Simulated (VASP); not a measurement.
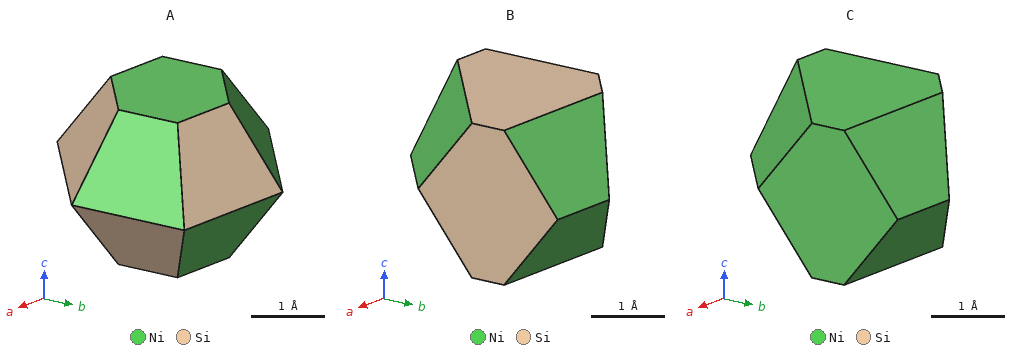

Computed Voronoi cells of the 3 sites of this structure, drawn to one scale and in one orientation; each face has the colour of the neighbour behind it.

SiNi2, space group P6_3/mmc (No. 194), a = 3.836 Å, b = 3.836 Å, c = 4.948 Å, α = 90.00°, β = 90.00°, γ = 120.00°

| site | Wyckoff | x | y | z |
| --- | --- | --- | --- | --- |
| Ni1 | 2c | 0.6667 | 0.3333 | 0.7500 |
| Ni2 | 2a | 0.0000 | 0.0000 | 0.5000 |
| Si | 2d | 0.6667 | 0.3333 | 0.2500 |

Origin: an entry of the Crystallography Open Database, as set up for an electronic-structure calculation.

Which cell belongs to which site?

Answer. A is Ni2 (14 faces above 1 % of the solid angle, 10.9 Å³, facing Ni 58 %, Si 42 %); B is Ni1 (11 faces above 1 % of the solid angle, 10.3 Å³, facing Si 58 %, Ni 42 %); C is Si (11 faces above 1 % of the solid angle, 10.3 Å³, facing only Ni).
